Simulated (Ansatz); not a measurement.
# Si$_{2}$C$_{3}$: what the fields show

```cif
data_structure
_symmetry_space_group_name_H-M 'P 1'
_symmetry_Int_Tables_number 1
_cell_length_a 2.7744
_cell_length_b 2.7744
_cell_length_c 13.9081
_cell_angle_alpha 90.000
_cell_angle_beta 90.000
_cell_angle_gamma 120.000
_cell_volume 92.71
loop_
_atom_site_label
_atom_site_type_symbol
_atom_site_fract_x
_atom_site_fract_y
_atom_site_fract_z
_atom_site_occupancy
Si1 Si 0.33333 0.66667 0.00000 1
Si2 Si 0.33333 0.66667 0.35025 1
Si3 Si 0.33333 0.66667 0.64975 1
Si4 Si 0.66667 0.33333 0.50000 1
C1 C 0.33333 0.66667 0.14098 1
C2 C 0.33333 0.66667 0.85902 1
C3 C 0.66667 0.33333 0.17732 1
C4 C 0.66667 0.33333 0.28834 1
C5 C 0.66667 0.33333 0.71166 1
C6 C 0.66667 0.33333 0.82268 1
```

Space group P-6m2; a structure generated by program, which may or may not match a known phase.

Computed with DFT PBE, scalar-relativistic, plane waves, PAW (Ansatz).

In a PAW calculation such maps are meaningful between the atoms, not at the nuclei.

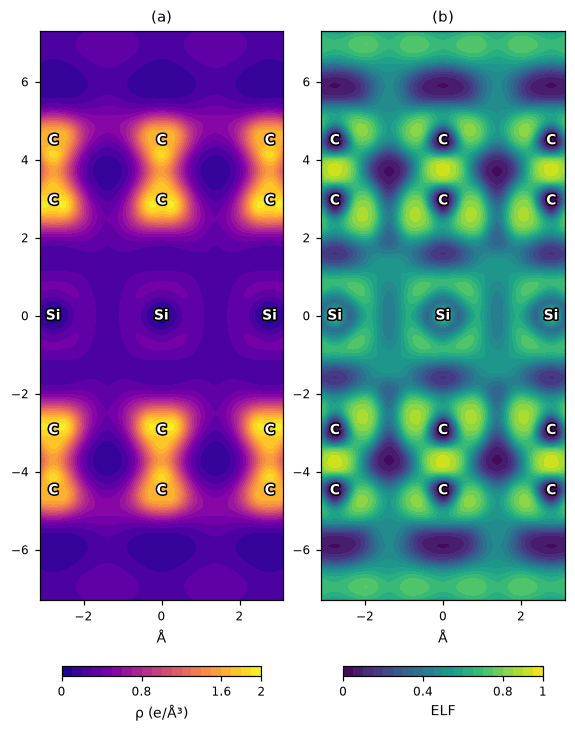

Figure 1. (a) valence electron density; (b) ELF on the (100) plane of the conventional cell.

Question: What does the map show?

Answer:
- The plane passes through Si and C nuclei.
- Atoms just off the plane (Si, 0.8 Å away and C, 0.8 Å away) can leave unmarked features too.
- C–C (1.54 Å): ρ at the midpoint is about 1.5 e/Å³; the ELF peaks at about 0.90 between the atoms.
- Between the atoms the lowest density in this plane is 0.1 e/Å³.

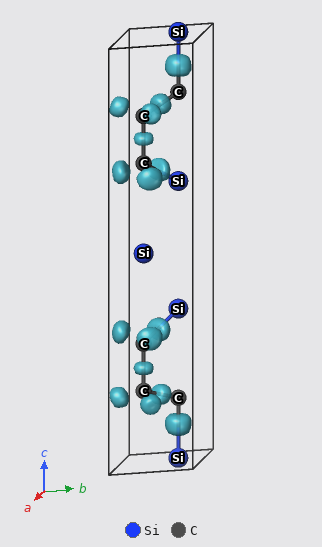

Figure 2. Isosurface of the ELF at 0.85 (cyan), seen slightly off an axis. Core shells and regions of very low density are left out. Sticks mark near contacts.

Question: Describe the localisation domains.

Answer: The ELF exceeds this value in eight regions between bonded C–C atoms and eight regions between bonded C–Si atoms, counted in one cell of 10 atoms. Any copies at cell faces, edges or corners count once. Along the contacts the grid gives the following. Si–C (1.82 Å): the ELF peaks at about 0.90 between the atoms.

Question: Metal or insulator at this level of theory?

Answer: It is metallic or semimetallic at this level of theory: no gap opens.
